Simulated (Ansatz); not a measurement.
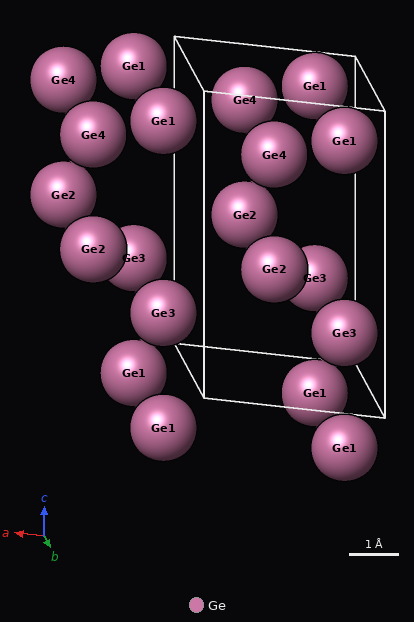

**Figure 1.** The structure (spheres-only view of the cell of the calculation, repeated 2 × 2 × 1, seen at an oblique angle; atoms are numbered from 1 in the order of the input). An atom can appear more than once, as a periodic image.

# Ge: band-structure calculation

- system: Ge (4 atoms in the cell)
- method: DFT, PBE, plane waves, PAW, no spin polarisation (Ansatz 0.2.0)

The structure was built on a prototype by a generator. The geometry comes from this level: r2SCAN. Figures and captions count atoms from 1; the log counts them from 0 in places.

### What the program printed
```
scf.n_extra_bands = 5 over 28 filled bands (N_el = 56.0): the run solves 33 bands
Engine: ansatz 0.2.0, aarch64-unknown-linux-gnu
Pseudopotentials: kind: paw
Pseudopotential: Ge, paw, valence charge 14, recommended cutoff 420 eV (normal), Ge.paw.azcp
Functional definition: PBE
  parameter kappa = 0.804
  parameter beta = 0.06672455060314922
  exchange = pbe_x(kappa = kappa, mu = beta*pi^2/3)
  correlation = pbe_c(beta = beta)
Crystal: 4 atoms, lattice volume = 91.244 Å³
Basis set: ecut = 420 eV, 1763 PW (Γ), exchange–correlation on 54×54×90 points (8 copies of the dense FFT grid, shifted against one another)
Bands: 33, of which v1, the nominal top of the filled ones, is band 28 counted from 1 (27 counted from 0)
Symmetry: 24 space group operations
Space group: P63/mmc (ITA 194), of the structure as read, at distance tolerance 4.5e-5 Å
k-points: 57 of 576
Non-local potential: Ge, projectors of the file, l = 0: 2, l = 1: 2, l = 2: 3, l = 3: 1
PAW form: soft (Blöchl's): semilocal exchange-correlation on the pseudo side does not see the compensation charge
PAW one-centre angular grid: Ge, 590 points (default); XC on 64 Gauss nodes
Initial density: superposition of atomic densities (neutral atoms: chi_scale 0, normalization atom), corrected by the library's trained network
Initial wavefunctions: pseudopotential atomic-orbital guess
Functional: x = pbe(κ = 0.804, μ = 0.2195149727645171), c = pbe(β = 0.06672455060314922)
SCF iter   1: F=—  HF=-17179.829761 eV  |F-HF|=—  |Δ(HF+E_count)|=         —  Δρ=1.23e-3  dr2=1.55e-3  ethr=1.77e-3  ⟨swp⟩=6.4  Hψ=6941  notcnv=0
preconditioner: auto → Resta (q_TF=auto, 2.515 Å⁻¹)  ε∞=2.7  [insulator: Δε(μ)=0.104 eV  Ē_g=22.175 eV  σ=0.020 eV  W_gap=0.84  n_scr=22 (ndim 8)  ℏωp=29.1 eV  f_vac=0.072  D(μ)=0.05/eV (n_scr^D=0)  ε∞_Penn≈2.7]
SCF iter   2: F=—  HF=-17179.828304 eV  |F-HF|=—  |Δ(HF+E_count)|=   1.46e-3  Δρ=8.73e-4  dr2=5.50e-4  ethr=2.77e-6  ⟨swp⟩=2.0  Hψ=3949  notcnv=0  defer=3
SCF iter   3: F=—  HF=-17179.828179 eV  |F-HF|=—  |Δ(HF+E_count)|=   1.25e-4  Δρ=3.96e-4  dr2=1.54e-4  ethr=9.82e-7  ⟨swp⟩=2.0  Hψ=3359  notcnv=0  defer=5
SCF iter   4: F=—  HF=-17179.828238 eV  |F-HF|=—  |Δ(HF+E_count)|=   5.89e-5  Δρ=1.83e-4  dr2=3.82e-5  ethr=2.75e-7  ⟨swp⟩=2.0  Hψ=2286  notcnv=0  defer=5
SCF iter   5: F=—  HF=-17179.828126 eV  |F-HF|=—  |Δ(HF+E_count)|=   1.11e-4  Δρ=8.34e-5  dr2=4.95e-6  ethr=6.83e-8  ⟨swp⟩=2.0  Hψ=2288  notcnv=0  defer=5
SCF iter   6: F=-17179.828125 eV  HF=-17179.828125 eV  |F-HF|=3.22e-8  |Δ(HF+E_count)|=   1.03e-6  Δρ=7.76e-6  dr2=4.79e-8  ethr=1.79e-10  ⟨swp⟩=8.8  Hψ=13274  notcnv=0
SCF 1 converged in 6 iterations: F = -17179.828125 eV  dr2 = 4.79e-8
  greatest PAW one-centre occupation: 0.998 electrons in one spin orbital (limit 2), on the Ge atom at site 3 (counted from 0), in its partial waves of l = 2
NSCF: frozen V_eff on 93 k-points
SCF converged after 6 iterations
Free energy (F): -17179.828125 eV
Harris-Foulkes:  -17179.828125 eV  (|F-HF|=3.22e-8)
Internal energy: -17179.828040 eV  (E = F + TS)
E sigma→0 (E₀):  -17179.828082 eV
Entropy (-TS):   -0.000086 eV (-0.021 meV/atom)
Fermi energy:    8.578401 eV
--- Per-component energies (eV) ---
  E_band       = -601.771848
  E_kinetic    = 446.015894
  E_local      = -9917.969563  (includes V_loc(G=0)·N_el)
  E_nonlocal   = 1674.311323
  E_hartree    = 4353.251376
  E_xc         = -302.349061
  E_vxc        = -258.545681  (∫ρ·V_xc dr)
  E_paw        = -8079.664191  (= ΣΔE_a)
  E_vpaw       = -1252.080735  (= ΣTr[D̂ρ^β])
  E_aug_tail   = 0.001425  (compensation charges beyond the density's cutoff)
  E_ewald      = -5353.425242
  E_smearing   = -0.000086  (= −TS)
  E_closure    = -0.000000  (closes the sum)
  Σ components = -17179.828125   (vs F -17179.828125, Δ=0.00e0)
--- Forces (eV/Å), atoms counted from 1 ---
  atom   1  Ge     0.00000000    -0.00000000     0.01015983
  atom   2  Ge    -0.00000000     0.00000000     0.01015983
  atom   3  Ge     0.00000000    -0.00000000    -0.01015983
  atom   4  Ge    -0.00000000     0.00000000    -0.01015983
  max |Σ_I F_I| component: 6.01e-17 eV/Å
--- Stress (GPa, compression-positive) ---
        2.968501       0.000000       0.000000
        0.000000       2.968501       0.000000
        0.000000       0.000000       3.033597
  P = ⅓ Tr σ = 2.9902 GPa (29.902 kbar)
--- Band table (eV; the first three rows and the last of 57) ---
  k-point 0: bands = ["-16.3535", "-16.3535", "-16.3160", "-16.3151", "-16.3151", "-16.3026", "-16.2904", "-16.2904", "-16.2379", "-16.2379", "-16.1140", "-16.1140", "-16.1000", "-16.0838", "-16.0806", "-16.0806", "-16.0624", "-16.0624", "-16.0326", "-16.0326", "-4.2527", "-2.2058", "0.9171", "7.0428", "7.0428", "8.3727", "8.4415", "8.5321", "8.6461", "8.6461", "10.7872", "10.7872", "11.2858"]
  k-point 1: bands = ["-16.3493", "-16.3493", "-16.3239", "-16.3239", "-16.3134", "-16.3039", "-16.2806", "-16.2806", "-16.2456", "-16.2456", "-16.1083", "-16.1083", "-16.0983", "-16.0868", "-16.0854", "-16.0854", "-16.0571", "-16.0571", "-16.0365", "-16.0365", "-4.0651", "-2.7281", "1.8187", "6.0348", "7.2076", "7.2076", "8.2860", "8.2860", "8.6424", "9.8354", "11.1548", "11.1548", "11.7994"]
  k-point 2: bands = ["-16.3381", "-16.3381", "-16.3381", "-16.3381", "-16.3080", "-16.3080", "-16.2628", "-16.2628", "-16.2628", "-16.2628", "-16.0963", "-16.0963", "-16.0963", "-16.0963", "-16.0932", "-16.0932", "-16.0462", "-16.0462", "-16.0462", "-16.0462", "-3.5213", "-3.5213", "3.7256", "3.7256", "7.6681", "7.6681", "7.6681", "7.6681", "9.2143", "9.2143", "11.8921", "11.8921", "11.8921"]
  k-point 56: bands = ["-16.3693", "-16.3693", "-16.3466", "-16.3466", "-16.2806", "-16.2806", "-16.2165", "-16.2165", "-16.1924", "-16.1924", "-16.1754", "-16.1754", "-16.1399", "-16.1399", "-16.1090", "-16.1090", "-16.0353", "-16.0353", "-16.0100", "-16.0100", "-1.1519", "-1.1519", "0.3694", "0.3694", "4.2510", "4.2510", "6.5087", "6.5087", "9.7891", "9.7891", "12.6674", "12.6674", "14.3149"]
```

### File rho_z.tsv
```
# z_ang	rho[e/angstrom^3]
# format = ansatz-planar-average/11
# lattice	3.997615188	-0.000000000	0.000000000
# lattice	-1.998807594	3.462036307	0.000000000
# lattice	0.000000000	0.000000000	6.592819495
# sites	4
# site	32	0.000000000	2.308024205	0.002436690
# site	32	1.998807594	1.154012102	3.298846438
# site	32	0.000000000	2.308024205	2.469870620
# site	32	1.998807594	1.154012102	5.766280368
0.000000	1.471959e0
0.146507	1.198790e0
0.293014	7.159841e-1
0.439521	3.812690e-1
0.586028	2.266584e-1
0.732535	1.592467e-1
0.879043	1.262508e-1
1.025550	1.093820e-1
1.172057	1.018401e-1
1.318564	1.023249e-1
1.465071	1.109312e-1
1.611578	1.292497e-1
1.758085	1.652074e-1
1.904592	2.395029e-1
2.051099	4.114983e-1
2.197606	7.724227e-1
2.344114	1.254089e0
2.490621	1.471817e0
2.637128	1.224340e0
2.783635	8.724232e-1
2.930142	8.030475e-1
3.076649	1.077410e0
3.223156	1.423467e0
3.369663	1.389990e0
3.516170	9.542951e-1
3.662677	5.215479e-1
3.809185	2.874922e-1
3.955692	1.866367e-1
4.102199	1.399447e-1
4.248706	1.164529e-1
4.395213	1.045503e-1
4.541720	1.011218e-1
4.688227	1.055560e-1
4.834734	1.186127e-1
4.981241	1.441669e-1
5.127748	1.952098e-1
5.274256	3.073066e-1
5.420763	5.650732e-1
5.567270	1.016923e0
5.713777	1.422347e0
5.860284	1.393179e0
6.006791	1.030164e0
6.153298	7.911642e-1
6.299805	9.058185e-1
6.446312	1.271625e0
```

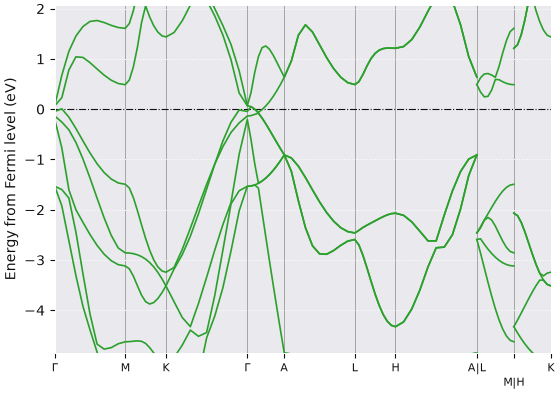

**Figure 2.** Band structure along Γ–M–K–Γ–A–L–H–A|L–M|H–K, with energies from the Fermi level.

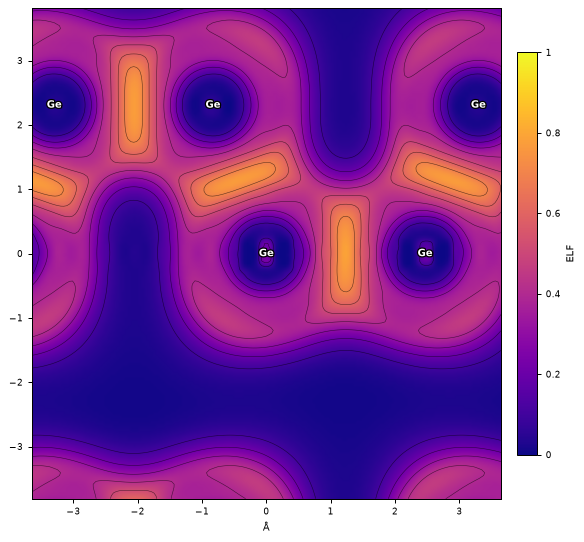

**Figure 3.** Electron localisation function on the (110) plane of the conventional cell. The section cuts through Ge sites. Ge–Ge (2.45 Å): the ELF peaks at about 0.75 between the atoms, which marks localised, shared-pair bonding. The fields are those of the smooth PAW valence density.

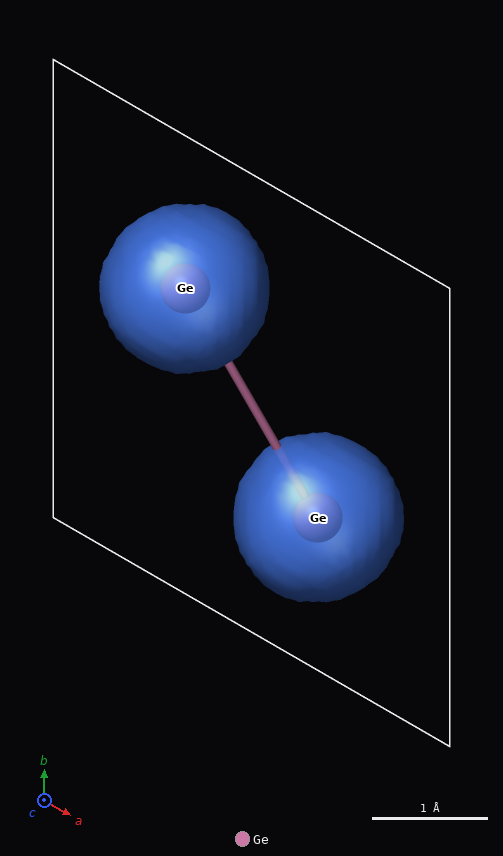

**Figure 4.** Isosurface of the valence charge density (pseudo) at 1 e/Å³ (blue), seen along the c axis. Sticks mark near contacts. The outline is the cell set on symmetry axes. At this value the density breaks into separate islands; it holds about 70 % of the electrons treated as valence (semicore included). It is pinched off along the Ge–Ge (2.45 Å) contacts. On the grid the lowest density along these lines, outside the cores, is 0.5 e/Å³ (Ge–Ge, 2.45 Å).

The run was set up as follows.

### The input
```yaml
crystal:
  lattice:
    - [3.9976151877, 0.0, 0.0]
    - [-1.9988075938, 3.4620363071, 0.0]
    - [0.0, 0.0, 6.5928194951]
  atoms:
    - { symbol: Ge, position: [0.3333333333, 0.6666666667, 0.0003695976] }
    - { symbol: Ge, position: [0.6666666667, 0.3333333333, 0.5003695976] }
    - { symbol: Ge, position: [0.3333333333, 0.6666666667, 0.3746304024] }
    - { symbol: Ge, position: [0.6666666667, 0.3333333333, 0.8746304024] }
kpoints:
  mp_grid: { grid: [12, 12, 4] }
  band_path:
    path:
      - [[0.0, 0.0, 0.0], [0.5, 2.959280905986e-17, 1.030337233411e-34], [0.3333333333333, 0.3333333333333, -7.613977061756e-35], [0.0, 0.0, 0.0], [6.370318230417e-52, -5.654695776178e-51, 0.5], [0.5, 2.959280905986e-17, 0.5], [0.3333333333333, 0.3333333333333, 0.5], [6.370318230417e-52, -5.654695776178e-51, 0.5]]
      - [[0.5, 2.959280905986e-17, 0.5], [0.5, 2.959280905986e-17, 1.030337233411e-34]]
      - [[0.3333333333333, 0.3333333333333, 0.5], [0.3333333333333, 0.3333333333333, -7.613977061756e-35]]
    npoints: 10
hamiltonian:
  xc: pbe
scf:
  occupations: { method: fermi_dirac, width: 0.02 }
  n_extra_bands: 5
output:
  forces: true
  stress: true
  eigenvalues: true
  write_density: true
  write_potential: true
  elf: true
  volumetric_format: npy
```

Run as:
```bash
ansatz run input.yaml --threads 2 --pin off --max-ram 2211MiB --backend cpu --events-out ev --progress --plain --runs-dir out
```

### Results in brief

- outcome: converged
- space group (tolerance 0.01 Å): P6₃/mmc (194)
- electrons treated: 56
- free energy: −17179.8281 eV
- Fermi energy: 8.578 eV
- band gap: 0.11 eV by band count, under the smearing
- pressure: 2.99 GPa
- largest force (length of the vector): 0.010 eV/Å
- hardware: 2 threads of Arm Neoverse V2, 24 GiB of memory available, shared host
- wall time: 7.4 s (CPU time 15 s)
- peak memory: 0.44 GiB
